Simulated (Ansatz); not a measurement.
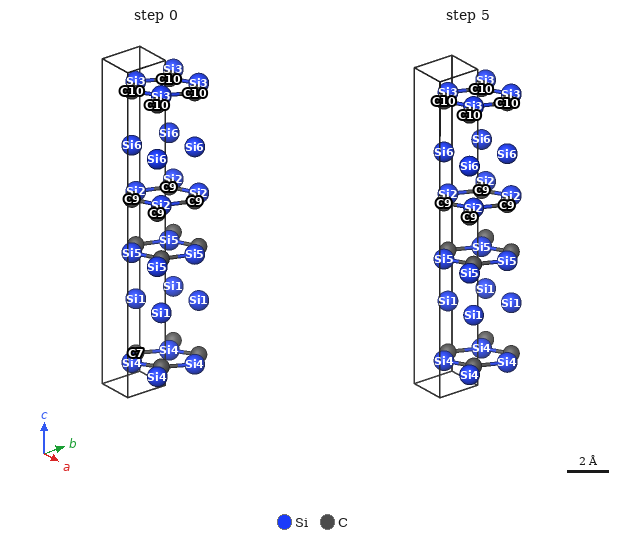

The structure of a crystal of Si$_{3}$C$_{2}$ (a generated structure, set up in P6_3/mmc) before (left) and after (right) a relaxation, at one scale.

Style: ball-and-stick. Shown: the cell of the calculation, repeated 2 × 2 × 1 with one cell outlined, slightly off an axis.

All numbers below come from DFT PBE, scalar-relativistic, plane waves, PAW (Ansatz). Set-up: plane-wave cutoff 420 eV; k-point mesh 12 × 12 × 4; occupations gaussian; smearing width 0.1 eV; no spin polarisation; cell and atoms relaxed; force threshold 0.01 eV/Å; at most 80 steps.

Q: Summarise the run.

A: The largest moves relative to the cell, 0.13 Å, are those of Si atoms. By element the largest moves are Si 0.13 Å, C 0.09 Å. Cell: a = b 3.099 → 3.114 Å (+0.5 %), c 16.382 → 15.930 Å (−2.8 %). Volume −1.8 %. Among the contacts that change: C–Si 1.790 → 1.798 Å. The space group stays P6_3/mmc (No. 194). Over 4 accepted moves (5 points after the start) the energy falls by 12.1 meV per atom. Largest force component: 0.23 eV/Å at the start, 0.0013 eV/Å at the end. The pressure goes from 0.69 to −0.01 GPa. At 1 point the geometry stayed and the basis and grid were re-selected for the new cell (energy shift of 0.2 meV per atom at most each time). The run took 97 s on 1 thread of Intel(R) Xeon(R) Processor @ 2.70GHz, on a shared host, peak memory 0.53 GiB.
